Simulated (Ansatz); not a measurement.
## SnO: geometry relaxation (part 1 of 2)

The run: geometry relaxation of SnO (P2₁/m, 4 atoms in the cell). Method and program: DFT PBE, scalar-relativistic, plane waves, PAW, no spin polarisation (Ansatz 0.2.0).

The structure derives from a Materials Project entry. It belongs to a series of runs on one base structure; here: shear of c along a, cell held, atoms relaxed: +4.0 %.

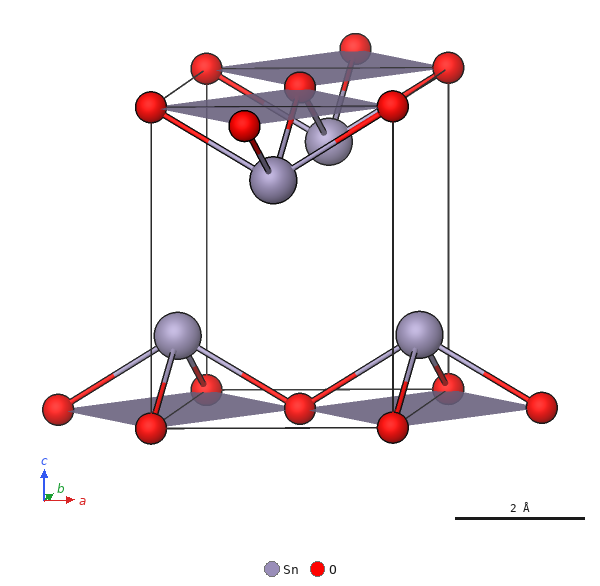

**Figure 1.** The input geometry (polyhedral view of the cell of the calculation, seen slightly off an axis; polyhedra are completed across the faces of the cell). An atom can appear more than once, as a periodic image.

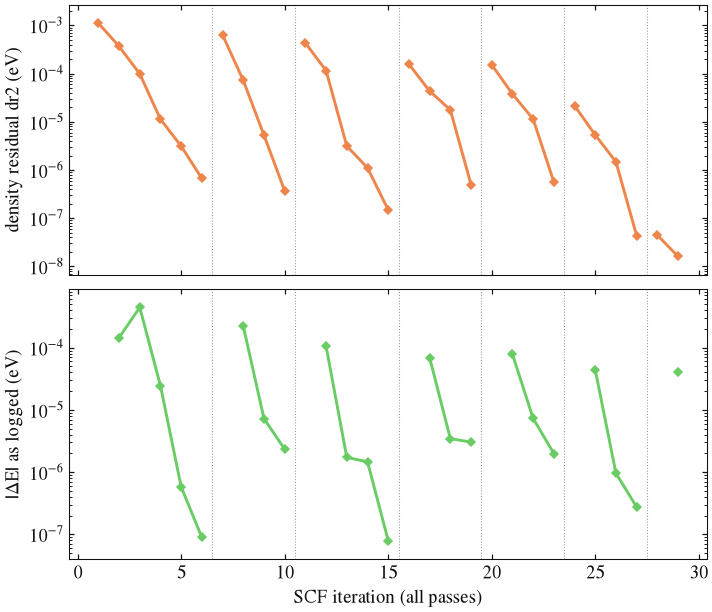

**Figure 2.** Convergence of the self-consistent field: density residual dr2 and size of the energy change against the SCF iteration. The dotted lines part the SCF passes of the relaxation: geometry steps, rejected trials and re-solves on a re-selected basis. The 7 passes take 2 to 6 iterations each, 29 in all.

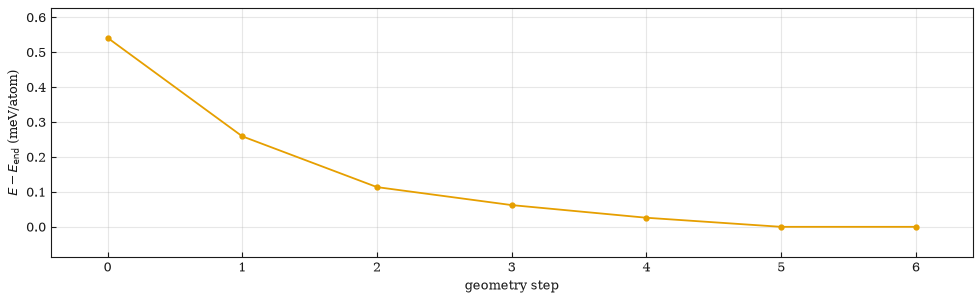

**Figure 3.** Progress of the relaxation, step by step (the first geometry is step 0 here and step 1 in the log).

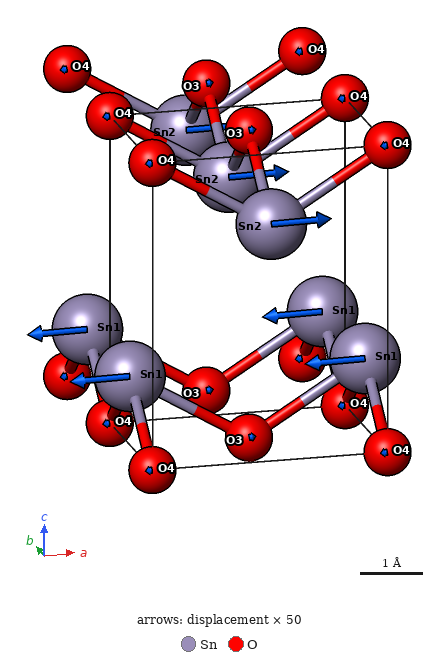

**Figure 4.** The starting structure with the displacements as blue arrows, magnified 50 times (ball-and-stick view of the cell of the calculation, repeated 1 × 2 × 1, seen slightly off an axis). Over 6 geometry steps the energy falls by 0.5 meV per atom. The largest force component goes from 0.1 to 0.00025 eV/Å. The largest moves, 0.020 Å, are those of Sn1 and Sn2. Largest moves by element: Sn 0.020 Å, O 0.003 Å. The lattice vectors keep their values. Among the contacts that change: Sn1–O3 2.275 → 2.255 Å. The space group stays P2_1/m (No. 11). (Atoms are counted from 1 in the order of the input.)

The input and output of the run follow.

Input file:
```yaml
crystal:
  lattice:
    - [3.8682628244, 0.0, 0.0]
    - [0.0, 3.8682628244, 0.0]
    - [0.2026496077, 0.0, 5.0662401931]
  atoms:
    - { symbol: Sn, position: [-0.0051728171, 0.5, 0.2287493006] }
    - { symbol: Sn, position: [0.5051728171, 0.0, 0.7712506994] }
    - { symbol: O, position: [0.5006586008, 0.5, 2.00473e-05] }
    - { symbol: O, position: [-0.0006586008, 0.0, -2.00473e-05] }
basis:
  ecutwfc: 420
kpoints:
  mp_grid: { grid: [10, 10, 8] }
hamiltonian:
  xc: pbe
scf:
  occupations: { method: gaussian, width: 0.01 }
output:
  forces: true
  stress: true
  eigenvalues: true
relax:
  adjacent_minimum: "off"
  f_tol: 0.008
  max_steps: 40
```

Command:
```bash
ansatz run input.yaml --threads 1 --pin off --max-ram 2560MiB --backend cpu --events-out ev --progress --plain --runs-dir out
```

What the program printed:
```
Warning: output.stress: scf.convergence.dr2_threshold = 6.4e-8 eV (the default of a walk held to its f_tol) is looser than the 4e-10 eV advised for a printed stress (1e-10 eV for each atom of the cell: 4). What an SCF threshold leaves in a stress goes as its square root, and in the free energy as the threshold itself, and one threshold admits the most on a small cell: of the crystals measured, under no hybrid functional and no lock of the moments, on runs that ended without the residual-converged pass, on stresses that held no estimate of that error, the worst erred by over 100 MPa in a component at 1e-7 eV an atom and by under 5 at 1e-10. Every solve of this run answers to scf.convergence.dr2_threshold, and the tensor of one is reported: a single SCF on the reported geometry and on this run's grids (its basis.xc_grid and basis.ecutrho_ratio typed), with scf.convergence.dr2_threshold at 4e-10 eV or tighter, prints it and tightens no other solve. Else set scf.convergence.dr2_threshold to 4e-10 eV or tighter. The threshold is an SCF's pass mark: one that does not reach it within its budget of iterations ends unconverged, or closes short of it on a stop that the run arms, and scf.convergence.dr2_threshold's page says what that costs each kind of run
Engine: ansatz 0.2.0, x86_64-unknown-linux-gnu
Pseudopotentials: kind: paw
Pseudopotential: Sn, paw, valence charge 14, recommended cutoff 420 eV (normal), Sn.paw.azcp
Pseudopotential: O, paw, valence charge 6, recommended cutoff 420 eV (normal), O.paw.azcp
Functional definition: PBE
  parameter kappa = 0.804
  parameter beta = 0.06672455060314922
  exchange = pbe_x(kappa = kappa, mu = beta*pi^2/3)
  correlation = pbe_c(beta = beta)
Crystal: 4 atoms, lattice volume = 75.808 Å³
Basis set: ecut = 420 eV, 1493 PW (Γ), exchange–correlation on 54×54×72 points (8 copies of the dense FFT grid, shifted against one another)
Bands: 24, of which v1, the nominal top of the filled ones, is band 20 counted from 1 (19 counted from 0)
Symmetry: 4 space group operations
Space group: P21/m (ITA 11), of the structure as read, at distance tolerance 4.2e-5 Å
k-points: 252 of 800
Non-local potential: Sn, projectors of the file, l = 0: 2, l = 1: 2, l = 2: 2, l = 3: 2
Non-local potential: O, projectors of the file, l = 0: 2, l = 1: 2, l = 2: 1
PAW form: soft (Blöchl's): semilocal exchange-correlation on the pseudo side does not see the compensation charge
PAW one-centre angular grid: Sn, 590 points (default); XC on 64 Gauss nodes
PAW one-centre angular grid: O, 110 points (default); XC on 64 Gauss nodes
Initial density: superposition of atomic densities (neutral atoms: chi_scale 0, normalization atom), corrected by the library's trained network
Initial wavefunctions: pseudopotential atomic-orbital guess
Functional: x = pbe(κ = 0.804, μ = 0.2195149727645171), c = pbe(β = 0.06672455060314922)
SCF iter   1: F=—  HF=-13183.395880 eV  |F-HF|=—  |Δ(HF+E_count)|=         —  Δρ=1.33e-3  dr2=1.11e-3  ethr=1.77e-3  ⟨swp⟩=6.2  Hψ=28604  notcnv=0
preconditioner: auto → Resta (q_TF=auto, 2.453 Å⁻¹)  ε∞=3.3  [insulator: Δε(μ)=0.517 eV  Ē_g=17.865 eV  σ=0.010 eV  W_gap=1.00  n_scr=18 (ndim 8)  ℏωp=27.0 eV  f_vac=0.033  D(μ)=0.00/eV (n_scr^D=0)  ε∞_Penn≈3.3]
SCF iter   2: F=—  HF=-13183.395736 eV  |F-HF|=—  |Δ(HF+E_count)|=   1.45e-4  Δρ=8.42e-4  dr2=3.68e-4  ethr=2.77e-6  ⟨swp⟩=2.3  Hψ=14234  notcnv=0
SCF iter   3: F=—  HF=-13183.396180 eV  |F-HF|=—  |Δ(HF+E_count)|=   4.44e-4  Δρ=3.88e-4  dr2=9.86e-5  ethr=9.21e-7  ⟨swp⟩=2.1  Hψ=12012  notcnv=0
SCF iter   4: F=—  HF=-13183.396204 eV  |F-HF|=—  |Δ(HF+E_count)|=   2.44e-5  Δρ=1.12e-4  dr2=1.13e-5  ethr=2.47e-7  ⟨swp⟩=2.0  Hψ=8684  notcnv=0
SCF iter   5: F=—  HF=-13183.396204 eV  |F-HF|=—  |Δ(HF+E_count)|=   5.77e-7  Δρ=7.08e-5  dr2=3.13e-6  ethr=2.84e-8  ⟨swp⟩=2.0  Hψ=11088  notcnv=0
SCF iter   6: F=-13183.396204 eV  HF=-13183.396204 eV  |F-HF|=3.26e-7  |Δ(HF+E_count)|=   8.87e-8  Δρ=3.04e-5  dr2=6.70e-7  ethr=4.00e-9  ⟨swp⟩=6.0  Hψ=24865  notcnv=0
SCF 1 converged in 6 iterations: F = -13183.396204 eV  dr2 = 6.70e-7
  greatest PAW one-centre occupation: 0.993 electrons in one spin orbital (limit 2), on the Sn atom at site 1 (counted from 0), in its partial waves of l = 2
relax step   1: F+E_penalty+E_count = -13183.39620366 eV  Δ(F+E_penalty+E_count) = +0.000e0 eV  max|allowed force component| = 1.014e-1 eV/Å  Δτ_max = 0.0000 Å  (6 SCF iters, dr2 threshold 1.60e-6 eV, accepted)
Initial density: handed on by an earlier stage of this run
Initial wavefunctions: those handed on with the density
iter 1 solved again at ethr=1.54e-6 eV; its pass at ethr=3.10e-3 eV (dr2=6.15e-4 eV) is discarded
SCF iter   1: F=—  HF=-13183.397560 eV  |F-HF|=—  |Δ(HF+E_count)|=         —  Δρ=1.02e-3  dr2=6.32e-4  ethr=1.54e-6  ⟨swp⟩=2.0  Hψ=22178  notcnv=0
preconditioner: auto → Resta (q_TF=auto, 2.453 Å⁻¹)  ε∞=3.3  [insulator: Δε(μ)=0.515 eV  Ē_g=17.876 eV  σ=0.010 eV  W_gap=1.00  n_scr=18 (ndim 8)  ℏωp=27.0 eV  f_vac=0.033  D(μ)=0.00/eV (n_scr^D=0)  ε∞_Penn≈3.3]
SCF iter   2: F=—  HF=-13183.397338 eV  |F-HF|=—  |Δ(HF+E_count)|=   2.22e-4  Δρ=4.15e-4  dr2=7.21e-5  ethr=1.54e-6  ⟨swp⟩=2.1  Hψ=12066  notcnv=0
SCF iter   3: F=—  HF=-13183.397331 eV  |F-HF|=—  |Δ(HF+E_count)|=   7.23e-6  Δρ=1.12e-4  dr2=5.28e-6  ethr=1.80e-7  ⟨swp⟩=2.1  Hψ=9922  notcnv=0
SCF iter   4: F=-13183.397333 eV  HF=-13183.397333 eV  |F-HF|=4.03e-8  |Δ(HF+E_count)|=   2.33e-6  Δρ=2.01e-5  dr2=3.70e-7  ethr=1.61e-9  ⟨swp⟩=7.0  Hψ=29538  notcnv=0
SCF 2 converged in 4 iterations: F = -13183.397333 eV  dr2 = 3.70e-7
relax step   2: F+E_penalty+E_count = -13183.39733285 eV  Δ(F+E_penalty+E_count) = -1.129e-3 eV  max|allowed force component| = 9.037e-2 eV/Å  Δτ_max = 0.0125 Å  (4 SCF iters, dr2 threshold 6.43e-7 eV, accepted)
SCF iter   1: F=—  HF=-13183.398016 eV  |F-HF|=—  |Δ(HF+E_count)|=         —  Δρ=1.17e-3  dr2=4.32e-4  ethr=2.67e-5  ⟨swp⟩=4.3  Hψ=18141  notcnv=0  defer=1
preconditioner: auto → Resta (q_TF=auto, 2.453 Å⁻¹)  ε∞=3.3  [insulator: Δε(μ)=0.524 eV  Ē_g=17.881 eV  σ=0.010 eV  W_gap=1.00  n_scr=18 (ndim 8)  ℏωp=27.0 eV  f_vac=0.033  D(μ)=0.00/eV (n_scr^D=0)  ε∞_Penn≈3.3]
SCF iter   2: F=—  HF=-13183.397912 eV  |F-HF|=—  |Δ(HF+E_count)|=   1.05e-4  Δρ=5.89e-4  dr2=1.15e-4  ethr=1.08e-6  ⟨swp⟩=2.3  Hψ=13102  notcnv=0
SCF iter   3: F=—  HF=-13183.397913 eV  |F-HF|=—  |Δ(HF+E_count)|=   1.72e-6  Δρ=7.82e-5  dr2=3.15e-6  ethr=2.87e-7  ⟨swp⟩=2.3  Hψ=9331  notcnv=0
SCF iter   4: F=—  HF=-13183.397915 eV  |F-HF|=—  |Δ(HF+E_count)|=   1.46e-6  Δρ=4.20e-5  dr2=1.11e-6  ethr=1.28e-9  ⟨swp⟩=7.8  Hψ=30403  notcnv=0
SCF iter   5: F=-13183.397915 eV  HF=-13183.397915 eV  |F-HF|=2.05e-8  |Δ(HF+E_count)|=   7.89e-8  Δρ=1.61e-5  dr2=1.49e-7  ethr=1.28e-9  ⟨swp⟩=6.1  Hψ=24921  notcnv=0
SCF 3 converged in 5 iterations: F = -13183.397915 eV  dr2 = 1.49e-7
relax step   3: F+E_penalty+E_count = -13183.39791468 eV  Δ(F+E_penalty+E_count) = -5.818e-4 eV  max|allowed force component| = 6.423e-2 eV/Å  Δτ_max = 0.0132 Å  (5 SCF iters, dr2 threshold 5.10e-7 eV, accepted)
SCF iter   1: F=—  HF=-13183.398196 eV  |F-HF|=—  |Δ(HF+E_count)|=         —  Δρ=6.46e-4  dr2=1.57e-4  ethr=2.44e-6  ⟨swp⟩=3.3  Hψ=17948  notcnv=0
preconditioner: auto → Resta (q_TF=auto, 2.453 Å⁻¹)  ε∞=3.3  [insulator: Δε(μ)=0.495 eV  Ē_g=17.863 eV  σ=0.010 eV  W_gap=1.00  n_scr=18 (ndim 8)  ℏωp=27.0 eV  f_vac=0.033  D(μ)=0.00/eV (n_scr^D=0)  ε∞_Penn≈3.3]
SCF iter   2: F=—  HF=-13183.398127 eV  |F-HF|=—  |Δ(HF+E_count)|=   6.93e-5  Δρ=3.08e-4  dr2=4.34e-5  ethr=3.93e-7  ⟨swp⟩=2.0  Hψ=12959  notcnv=0
SCF iter   3: F=—  HF=-13183.398124 eV  |F-HF|=—  |Δ(HF+E_count)|=   3.45e-6  Δρ=1.74e-4  dr2=1.77e-5  ethr=1.08e-7  ⟨swp⟩=2.0  Hψ=7942  notcnv=0
SCF iter   4: F=-13183.398121 eV  HF=-13183.398121 eV  |F-HF|=7.36e-8  |Δ(HF+E_count)|=   3.03e-6  Δρ=2.58e-5  dr2=5.01e-7  ethr=5.21e-9  ⟨swp⟩=4.2  Hψ=24936  notcnv=0
SCF 4 converged in 4 iterations: F = -13183.398121 eV  dr2 = 5.01e-7
```
